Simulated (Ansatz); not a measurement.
## A series of single points on Mn

System: Mn (1 atom in the cell).
Method: DFT, BLYP, plane waves (420 eV) with PAW, scalar-relativistic, no spin polarisation (Ansatz 0.2.0).

The 5 runs differ only in the geometry, by an even scaling of the cell at fixed fractional positions.

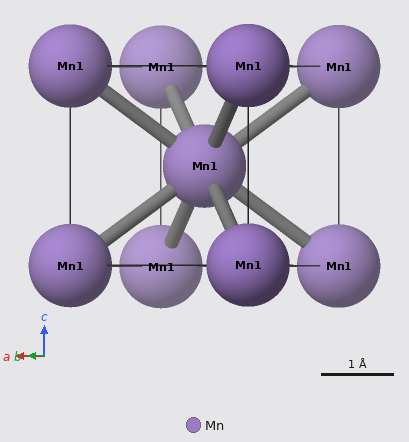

Figure 1. The structure of run 3 (ball-and-stick view of the cell 2 times as large as that of the calculation, set on its symmetry axes, seen at an oblique angle; atoms are numbered from 1 in the order of the input).

**Input of run 3**
```yaml
crystal:
  lattice:
    - [-1.3908809783, 1.3908809783, 1.3908809783]
    - [1.3908809783, -1.3908809783, 1.3908809783]
    - [1.3908809783, 1.3908809783, -1.3908809783]
  atoms:
    - { symbol: Mn, position: [0.0, 0.0, 0.0] }
hamiltonian:
  xc: blyp
  pseudopotentials:
    kind: paw
    azcp:
      Mn: "pseudopotentials/Mn.paw.azcp"
basis:
  ecutwfc: 420
  fft_grid_basis: typed
kpoints:
  mp_grid: { grid: [18, 18, 18], shift: [0, 0, 0] }
magnetization:
  spin_polarized: false
scf:
  occupations: { method: fermi_dirac, width: 0.1 }
  lower_state_search: "off"
output:
  stress: true
```

Lattice vectors (Å) and fractional positions of run 3:
```
  -1.390881    1.390881    1.390881
   1.390881   -1.390881    1.390881
   1.390881    1.390881   -1.390881
Mn  0.000000  0.000000  0.000000
```

Run 4 differs from it as follows:
```diff
-    - [-1.3908809783, 1.3908809783, 1.3908809783]
-    - [1.3908809783, -1.3908809783, 1.3908809783]
-    - [1.3908809783, 1.3908809783, -1.3908809783]
+    - [-1.4099365103, 1.4099365103, 1.4099365103]
+    - [1.4099365103, -1.4099365103, 1.4099365103]
+    - [1.4099365103, 1.4099365103, -1.4099365103]
```

**Results, with one run withheld**

| run | volume per atom (Å³) | free energy per atom, from the lowest run given (meV) | pressure (GPa) |
| --- | --- | --- | --- |
| 1 | 9.866 | 142.09 | 42.04 |
| 2 | 10.314 | 49.43 | 24.81 |
| 3 | 10.763 | 0.00 | 11.01 |
| 4 | 11.211 | ? | ? |
| 5 | 12.557 | 86.50 | −21.66 |

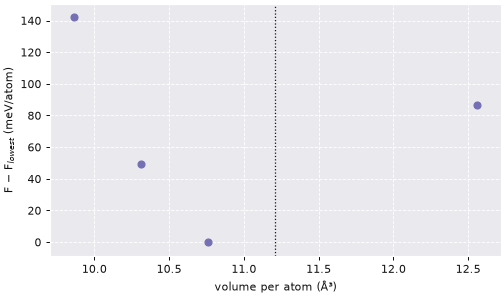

Figure 2. Free energy per atom of the runs given; the dotted line marks run 4.

What should run 4 give?

A quadratic polynomial in V^(−2/3) (the Birch–Murnaghan form), fitted to the 4 runs given, misses them by at most 0.40 meV per atom. With x = V^(−2/3) − 0.20467 Å⁻², it reads F = −2.7583 + 5096.8 x + 4.936e+05 x² (meV per atom). At run 4 it gives −15.91 meV per atom, and the run itself gives −14.77. The slope of the fit gives a pressure −dF/dV of 0.24 GPa there, and the run prints −0.05 GPa. The two needn't agree exactly: the fit is approximate, and the printed stress is taken on a finite basis. The fit has its minimum at 11.222 Å³ per atom, where V d²F/dV² gives 249 GPa: the bulk modulus at this level, since symmetry fixes the shape and the positions. So low a polynomial doesn't follow these energies more closely.

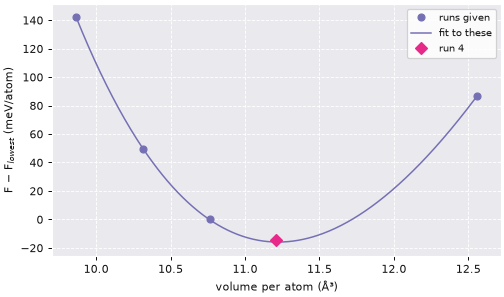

Figure 3. The fit and the withheld run.

**Output, shortened to warnings, some set-up lines, iterations and results (run 4)**
```
Basis set: ecut = 420 eV, 225 PW (Γ), exchange–correlation on 36×36×36 points (8 copies of the dense FFT grid, shifted against one another)
Symmetry: 48 space group operations
k-points: 195 of 5832
Initial density: superposition of atomic densities (neutral atoms: chi_scale 0, normalization atom), corrected by the library's trained network
[...]
SCF iter   1: F=—  HF=-3905.963787 eV  |F-HF|=—  |Δ(HF+E_count)|=         —  Δρ=2.89e-2  dr2=7.11e-2  ethr=1.77e-3  ⟨swp⟩=4.1  Hψ=11210  notcnv=0
SCF iter   2: F=—  HF=-3905.958926 eV  |F-HF|=—  |Δ(HF+E_count)|=   4.86e-3  Δρ=2.41e-2  dr2=3.79e-2  ethr=4.74e-4  ⟨swp⟩=2.9  Hψ=5839  notcnv=0
SCF iter   3: F=—  HF=-3905.948302 eV  |F-HF|=—  |Δ(HF+E_count)|=   1.06e-2  Δρ=2.77e-3  dr2=4.44e-4  ethr=2.53e-4  ⟨swp⟩=2.3  Hψ=3959  notcnv=0
SCF iter   4: F=—  HF=-3905.948367 eV  |F-HF|=—  |Δ(HF+E_count)|=   6.57e-5  Δρ=1.93e-4  dr2=1.12e-6  ethr=2.96e-6  ⟨swp⟩=2.1  Hψ=4015  notcnv=0
SCF iter   5: F=—  HF=-3905.948369 eV  |F-HF|=—  |Δ(HF+E_count)|=   1.70e-6  Δρ=4.16e-5  dr2=5.33e-8  ethr=7.43e-9  ⟨swp⟩=2.2  Hψ=3584  notcnv=0
SCF iter   6: F=-3905.948369 eV  HF=-3905.948369 eV  |F-HF|=1.86e-11  |Δ(HF+E_count)|=   9.77e-8  Δρ=1.97e-6  dr2=1.74e-10  ethr=3.55e-10  ⟨swp⟩=2.9  Hψ=8009  notcnv=0
SCF 1 converged in 6 iterations: F = -3905.948369 eV  dr2 = 1.74e-10
SCF converged after 6 iterations
Free energy (F): -3905.948369 eV
Harris-Foulkes:  -3905.948369 eV  (|F-HF|=1.86e-11)
Internal energy: -3905.871461 eV  (E = F + TS)
E sigma→0 (E₀):  -3905.909915 eV
Entropy (-TS):   -0.076908 eV (-76.908 meV/atom)
Fermi energy:    20.120416 eV
--- Per-component energies (eV) ---
  E_band       = -163.377005
  E_kinetic    = 307.778571
  E_local      = -1609.740098  (includes V_loc(G=0)·N_el)
  E_nonlocal   = 236.613244
  E_hartree    = 669.966794
  E_xc         = -113.445721
  E_vxc        = -145.030563  (∫ρ·V_xc dr)
  E_paw        = -1306.390483  (= ΣΔE_a)
  E_vpaw       = -292.931104  (= ΣTr[D̂ρ^β])
  E_aug_tail   = -0.000009  (compensation charges beyond the density's cutoff)
  E_ewald      = -2090.666140
  E_core_change = 0.012382  (= ΣΔE_core)
  E_smearing   = -0.076908  (= −TS)
  E_closure    = -0.000000  (closes the sum)
  Σ components = -3905.948369   (vs F -3905.948369, Δ=0.00e0)
--- Stress (GPa, compression-positive) ---
       -0.048964       0.000000      -0.000000
        0.000000      -0.048964       0.000000
       -0.000000      -0.000000      -0.048964
  P = ⅓ Tr σ = -0.0490 GPa (-0.490 kbar)
```

Notes: The run has no spin polarisation, so a magnetic state may lie lower.
